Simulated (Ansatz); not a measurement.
**What a change does: single-point calculation on WS**

System: WS (2 atoms in the cell).
Method of the first run: Kohn-Sham DFT of a periodic cell, HSE06 form with a typed share of exact exchange, Ansatz PAW, no spin polarisation (Ansatz 0.2.0).

The structure was built on a prototype by a generator; it need not be a known phase. Text and figures count atoms from 1; the logs count them from 0 in places.

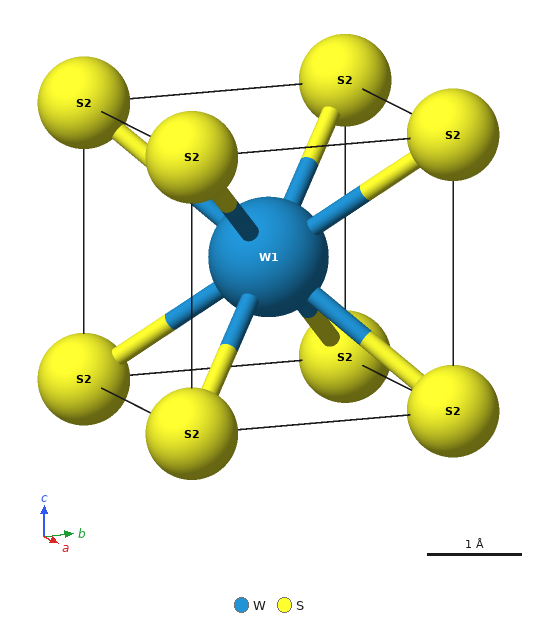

Fig. 1: The structure (ball-and-stick view of the cell of the calculation, seen at an oblique angle; atoms are numbered from 1 in the order of the input). An atom can appear more than once, as a periodic image. Near neighbours in the periodic cell (some may lie outside the picture): W has 8 S at 2.60 Å; S has 8 W at 2.60 Å.

**The input, the first run**
```yaml
crystal:
  lattice:
    - [3.00789, 0.0, 0.0]
    - [0.0, 3.00789, 0.0]
    - [0.0, 0.0, 3.00789]
  atoms:
    - { symbol: W, position: [0.5, 0.5, 0.5] }
    - { symbol: S, position: [0.0, 0.0, 0.0] }
hamiltonian:
  xc:
    exchange: pbe
    correlation: pbe
    exx: { coeff: 0.1, omega: 0.2078699 }
  pseudopotentials: { kind: paw }
kpoints:
  mp_grid: { grid: [5, 5, 5] }
scf:
  occupations: { method: fermi_dirac, width: 0.05 }
output:
  forces: true
  stress: true
  eigenvalues: true
```

Launched with:
```bash
ansatz run input.yaml --threads 2 --pin off --max-ram 5632MiB --backend cpu --events-out ev --progress --plain --runs-dir out
```

Hardware: 2 threads of Arm Neoverse V2, 112 GiB of memory available, shared host.

**Output, shortened to warnings, some set-up lines, iterations and results (the first run)**
```
Warning: output.stress: scf.convergence.dr2_threshold = 1e-7 eV (the SCF's general default) is looser than the 2e-10 eV advised for a printed stress (1e-10 eV for each atom of the cell: 2). What an SCF threshold leaves in a stress goes as its square root, and in the free energy as the threshold itself, and one threshold admits the most on a small cell: of the crystals measured, under no hybrid …
Warning: output.stress: scf.exx.energy_threshold = 1e-6 eV is looser than the 2e-8 eV advised for a stress under a hybrid functional (1e-8 eV for each atom of the cell: 2). Every SCF of the exchange loop can meet its threshold on dr2 while the loop round them stops early: no threshold on dr2 bounds what that leaves in the stress. Set scf.exx.energy_threshold to 2e-8 eV or tighter. The threshold …
Basis set: ecut = 420 eV, 515 PW (Γ), exchange–correlation on 48×48×48 points (8 copies of the dense FFT grid, shifted against one another)
Symmetry: 48 space group operations
k-points: 10 of 125
Initial density: superposition of atomic densities (neutral atoms: chi_scale 0, normalization atom), corrected by the library's trained network
[...]
SCF iter   1: F=—  HF=-11286.361224 eV  |F-HF|=—  |Δ(HF+E_count)|=         —  Δρ=4.45e-3  dr2=4.47e-3  ethr=1.77e-3  ⟨swp⟩=5.2  Hψ=548  notcnv=0
SCF iter   2: F=—  HF=-11286.361046 eV  |F-HF|=—  |Δ(HF+E_count)|=   1.78e-4  Δρ=2.81e-3  dr2=2.03e-3  ethr=2.23e-5  ⟨swp⟩=2.9  Hψ=270  notcnv=0  defer=1
SCF iter   3: F=—  HF=-11286.360918 eV  |F-HF|=—  |Δ(HF+E_count)|=   1.27e-4  Δρ=2.06e-4  dr2=6.22e-6  ethr=2.78e-8  ⟨swp⟩=3.8  Hψ=668  notcnv=0
SCF iter   4: F=—  HF=-11286.360930 eV  |F-HF|=—  |Δ(HF+E_count)|=   1.20e-5  Δρ=4.27e-5  dr2=5.76e-7  ethr=2.78e-8  ⟨swp⟩=3.0  Hψ=338  notcnv=0
SCF iter   5: F=—  HF=-11286.360930 eV  |F-HF|=—  |Δ(HF+E_count)|=   1.64e-7  Δρ=5.30e-6  dr2=1.78e-9  ethr=2.88e-9  ⟨swp⟩=3.0  Hψ=298  notcnv=0
[... 8 lines ...]
SCF iter   7: F=-11286.845814 eV  HF=-11286.845814 eV  |F-HF|=3.43e-9  |Δ(HF+E_count)|=   4.05e-7  Δρ=4.40e-6  dr2=1.68e-8  ethr=2.12e-9  ⟨swp⟩=3.0  Hψ=306  notcnv=0
SCF 2 converged in 7 iterations: F = -11286.845814 eV  dr2 = 1.68e-8
SCF iter   1: F=—  HF=-11286.845816 eV  |F-HF|=—  |Δ(HF+E_count)|=         —  Δρ=8.26e-6  dr2=7.01e-9  ethr=3.78e-9  ⟨swp⟩=4.6  Hψ=408  notcnv=0
SCF iter   2: F=-11286.845816 eV  HF=-11286.845816 eV  |F-HF|=5.88e-10  |Δ(HF+E_count)|=   3.03e-9  Δρ=3.52e-6  dr2=1.12e-9  ethr=3.48e-11  ⟨swp⟩=3.1  Hψ=321  notcnv=0
SCF 3 converged in 2 iterations: F = -11286.845816 eV  dr2 = 1.12e-9
  Residual-converged pass: ⟨swp⟩=2.6  Hψ=249  notcnv=0  max |occ|·‖R‖ = 2.4e-6 eV (tolerance 2.4e-6 eV)  dr2=1.12e-9  dr2_onsite=1.52e-10  max |Δocc| = 4.2e-12
hybrid outer 2: dexx = +1.555e-9 eV, tail = 2.56e-9 eV, Δε = 2.41e-4 eV (about 2.83e-5 eV left of the loop's levels)
hybrid SCF converged: 2 outer / 9 inner (+6 warm-up), last move |dexx| = 1.55e-9 eV, tail = 2.56e-9 eV
Stability not checked: this state was not tested for a lower state beside it, because the functional holds exact exchange (a hybrid, or Hartree-Fock), whose exchange loop this test does not read (fock_operator; see scf.lower_state_search)
Free energy (F): -11286.845816 eV
Frozen-core exchange: fock
Harris-Foulkes:  -11286.845816 eV  (|F-HF|=5.88e-10)
Internal energy: -11286.825975 eV  (E = F + TS)
E sigma→0 (E₀):  -11286.835896 eV
Entropy (-TS):   -0.019841 eV (-9.921 meV/atom)
Fermi energy:    20.336574 eV
--- Per-component energies (eV) ---
  E_band       = -68.670830
  E_kinetic    = 563.368529
  E_local      = -714.104370  (includes V_loc(G=0)·N_el)
  E_nonlocal   = 29.490225
  E_hartree    = 263.140474
  E_xc         = -336.321648
  E_vxc        = -302.272264  (∫ρ·V_xc dr)
  E_exx        = -20.810987  (= α·E_x^exact, valence–valence)
  E_paw        = -9172.262061  (= ΣΔE_a)
  E_vpaw       = -129.811602  (= ΣTr[D̂ρ^β])
  E_aug_tail   = -0.000061  (compensation charges beyond the density's cutoff)
  E_ewald      = -1898.108939
  E_core_change = -1.217138  (= ΣΔE_core)
  E_smearing   = -0.019841  (= −TS)
  E_closure    = 0.000000  (closes the sum)
  Σ components = -11286.845816   (vs F -11286.845816, Δ=1.82e-12)
--- Forces (eV/Å), atoms counted from 1 ---
  atom   1  W      0.00000000     0.00000000     0.00000000
  atom   2  S     -0.00000000     0.00000000     0.00000000
  max |Σ_I F_I| component: 2.15e-29 eV/Å
--- Stress (GPa, compression-positive) ---
       -3.116324      -0.000000      -0.000000
       -0.000000      -3.116324      -0.000000
        0.000000       0.000000      -3.116324
  P = ⅓ Tr σ = -3.1163 GPa (-31.163 kbar)
```

For the second run the input was changed thus:
```diff
-    exx: { coeff: 0.1, omega: 0.2078699 }
+    exx: { coeff: 0.25, omega: 0.2078699 }
```

Predict how the results change.

The total energies belong to different methods, so their difference says nothing on which is more stable or more accurate. The pressure goes from −3.12 to −7.96 GPa. The SCF takes 17 iterations against 15.

**Output, shortened to warnings, some set-up lines, iterations and results (the second run)**
```
Warning: output.stress: scf.convergence.dr2_threshold = 1e-7 eV (the SCF's general default) is looser than the 2e-10 eV advised for a printed stress (1e-10 eV for each atom of the cell: 2). What an SCF threshold leaves in a stress goes as its square root, and in the free energy as the threshold itself, and one threshold admits the most on a small cell: of the crystals measured, under no hybrid …
Warning: output.stress: scf.exx.energy_threshold = 1e-6 eV is looser than the 2e-8 eV advised for a stress under a hybrid functional (1e-8 eV for each atom of the cell: 2). Every SCF of the exchange loop can meet its threshold on dr2 while the loop round them stops early: no threshold on dr2 bounds what that leaves in the stress. Set scf.exx.energy_threshold to 2e-8 eV or tighter. The threshold …
Basis set: ecut = 420 eV, 515 PW (Γ), exchange–correlation on 48×48×48 points (8 copies of the dense FFT grid, shifted against one another)
Symmetry: 48 space group operations
k-points: 10 of 125
Initial density: superposition of atomic densities (neutral atoms: chi_scale 0, normalization atom), corrected by the library's trained network
[...]
SCF iter   1: F=—  HF=-11286.363130 eV  |F-HF|=—  |Δ(HF+E_count)|=         —  Δρ=6.51e-3  dr2=1.36e-2  ethr=1.77e-3  ⟨swp⟩=5.2  Hψ=548  notcnv=0
SCF iter   2: F=—  HF=-11286.360896 eV  |F-HF|=—  |Δ(HF+E_count)|=   2.23e-3  Δρ=4.12e-3  dr2=6.14e-3  ethr=6.82e-5  ⟨swp⟩=2.4  Hψ=266  notcnv=0  defer=1
SCF iter   3: F=—  HF=-11286.359510 eV  |F-HF|=—  |Δ(HF+E_count)|=   1.39e-3  Δρ=3.66e-4  dr2=1.70e-5  ethr=6.92e-8  ⟨swp⟩=3.7  Hψ=679  notcnv=0
SCF iter   4: F=—  HF=-11286.359516 eV  |F-HF|=—  |Δ(HF+E_count)|=   5.52e-6  Δρ=5.72e-5  dr2=1.36e-6  ethr=6.92e-8  ⟨swp⟩=3.0  Hψ=303  notcnv=0
SCF iter   5: F=—  HF=-11286.359516 eV  |F-HF|=—  |Δ(HF+E_count)|=   2.82e-7  Δρ=9.52e-6  dr2=1.76e-8  ethr=6.81e-9  ⟨swp⟩=2.9  Hψ=266  notcnv=0
[... 10 lines ...]
SCF iter   1: F=—  HF=-11287.599546 eV  |F-HF|=—  |Δ(HF+E_count)|=         —  Δρ=6.52e-5  dr2=4.53e-7  ethr=1.48e-7  ⟨swp⟩=4.2  Hψ=390  notcnv=0
SCF iter   2: F=—  HF=-11287.599546 eV  |F-HF|=—  |Δ(HF+E_count)|=   9.82e-8  Δρ=2.94e-5  dr2=1.05e-7  ethr=2.24e-9  ⟨swp⟩=3.2  Hψ=283  notcnv=0
SCF iter   3: F=—  HF=-11287.599546 eV  |F-HF|=—  |Δ(HF+E_count)|=   2.89e-8  Δρ=1.05e-5  dr2=1.43e-8  ethr=5.14e-10  ⟨swp⟩=2.8  Hψ=264  notcnv=0  defer=1
SCF iter   4: F=-11287.599546 eV  HF=-11287.599546 eV  |F-HF|=7.26e-10  |Δ(HF+E_count)|=   5.87e-9  Δρ=1.84e-6  dr2=9.30e-10  ethr=6.76e-11  ⟨swp⟩=3.1  Hψ=300  notcnv=0
SCF 3 converged in 4 iterations: F = -11287.599546 eV  dr2 = 9.30e-10
  Residual-converged pass: ⟨swp⟩=2.9  Hψ=261  notcnv=0  max |occ|·‖R‖ = 2.4e-6 eV (tolerance 2.4e-6 eV)  dr2=9.05e-10  dr2_onsite=3.05e-11  max |Δocc| = 1.5e-11
hybrid outer 2: dexx = +1.632e-7 eV, tail = 5.74e-9 eV, Δε = 2.49e-3 eV (about 7.39e-5 eV left of the loop's levels)
hybrid SCF converged: 2 outer / 10 inner (+7 warm-up), last move |dexx| = 1.63e-7 eV, tail = 5.74e-9 eV
Stability not checked: this state was not tested for a lower state beside it, because the functional holds exact exchange (a hybrid, or Hartree-Fock), whose exchange loop this test does not read (fock_operator; see scf.lower_state_search)
Free energy (F): -11287.599546 eV
Frozen-core exchange: fock
Harris-Foulkes:  -11287.599546 eV  (|F-HF|=7.26e-10)
Internal energy: -11287.579801 eV  (E = F + TS)
E sigma→0 (E₀):  -11287.589674 eV
Entropy (-TS):   -0.019745 eV (-9.872 meV/atom)
Fermi energy:    20.402537 eV
--- Per-component energies (eV) ---
  E_band       = -89.891886
  E_kinetic    = 562.127613
  E_local      = -710.456947  (includes V_loc(G=0)·N_el)
  E_nonlocal   = 29.980381
  E_hartree    = 261.249463
  E_xc         = -291.760022
  E_vxc        = -261.867475  (∫ρ·V_xc dr)
  E_exx        = -51.990094  (= α·E_x^exact, valence–valence)
  E_paw        = -9185.605009  (= ΣΔE_a)
  E_vpaw       = -128.194319  (= ΣTr[D̂ρ^β])
  E_aug_tail   = -0.000061  (compensation charges beyond the density's cutoff)
  E_ewald      = -1898.108939
  E_core_change = -3.016187  (= ΣΔE_core)
  E_smearing   = -0.019745  (= −TS)
  E_closure    = -0.000000  (closes the sum)
  Σ components = -11287.599546   (vs F -11287.599546, Δ=0.00e0)
--- Forces (eV/Å), atoms counted from 1 ---
  atom   1  W      0.00000000    -0.00000000    -0.00000000
  atom   2  S     -0.00000000     0.00000000     0.00000000
  max |Σ_I F_I| component: 6.66e-29 eV/Å
--- Stress (GPa, compression-positive) ---
       -7.957464      -0.000000       0.000000
       -0.000000      -7.957464       0.000000
        0.000000      -0.000000      -7.957464
  P = ⅓ Tr σ = -7.9575 GPa (-79.575 kbar)
```

**The two runs side by side**

| quantity | the first run | the second run |
| --- | --- | --- |
| outcome | converged | converged |
| free energy per atom (eV) | −5643.4229 | −5643.7998 |
| energy per atom, smearing taken to zero (eV) | −5643.4179 | −5643.7948 |
| gap on the mesh (eV) | 0.00 | 0.00 |
| pressure (GPa) | −3.12 | −7.96 |
| largest force (eV/Å) | 0.000 | 0.000 |
| SCF iterations | 15 | 17 |
| irreducible k-points | 10 | 10 |
| plane waves at Γ | 515 | 515 |
| wall time (shared host) | 7.4 s | 7.3 s |

For both runs: Warnings: the exchange loop's threshold is looser than advised for the stress; the SCF threshold is looser than advised for the printed stress. Spin–orbit coupling is left out, which matters for W. For the second run: The cell is under a tension of 8.0 GPa at this level, so it is not at its equilibrium volume.
